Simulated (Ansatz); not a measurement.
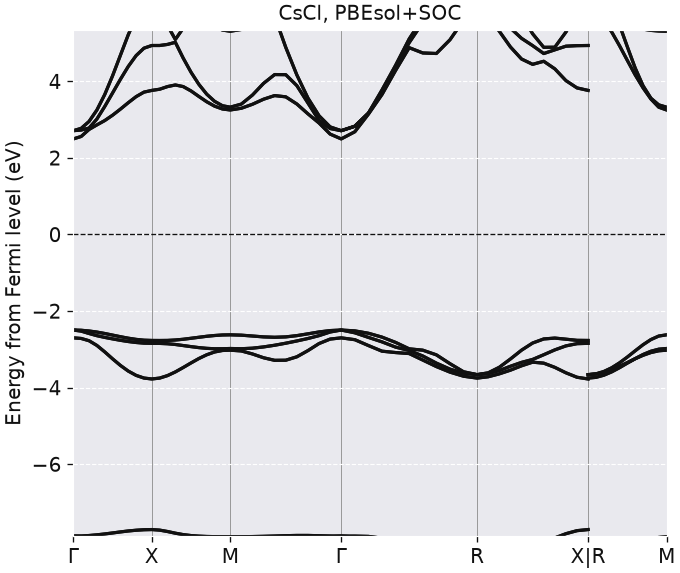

Band structure. Energies are counted from the Fermi level.

Which Bravais lattice do the labels of the path belong to?

Answer. A simple cubic lattice: the path Γ–X–M–Γ–R–X|R–M runs through the special points of its Brillouin zone.

System: CsCl, space group Pm-3m (No. 221), 2 atoms in the cell, CsCl type.

```yaml
crystal:
  lattice:
    - [4.12300, 0.00000, 0.00000]
    - [0.00000, 4.12300, 0.00000]
    - [0.00000, 0.00000, 4.12300]
  atoms:
    - { symbol: Cs, position: [0.00000, 0.00000, 0.00000] }
    - { symbol: Cl, position: [0.50000, 0.50000, 0.50000] }
```

Level of theory: DFT PBEsol, spin-orbit coupling, plane waves, PAW, 6×6×6 k mesh, 420 eV cutoff, Gaussian smearing of 0.05 eV; code Ansatz 0.2.0.

Metal, semiconductor or insulator, and what is the gap?

Answer. The bands leave a gap. The gap along this path is 4.99 eV and direct: both edges lie at Γ.

How far under the valence-band top at Γ does the next level lie, and what are the degeneracies?

Answer. The valence-band top at Γ is fourfold; a twofold level follows 0.20 eV lower.

What are the direct gaps at M, X and Γ?

Answer. The direct gaps are 5.87 eV at M, 6.53 eV at X and 4.99 eV at Γ.
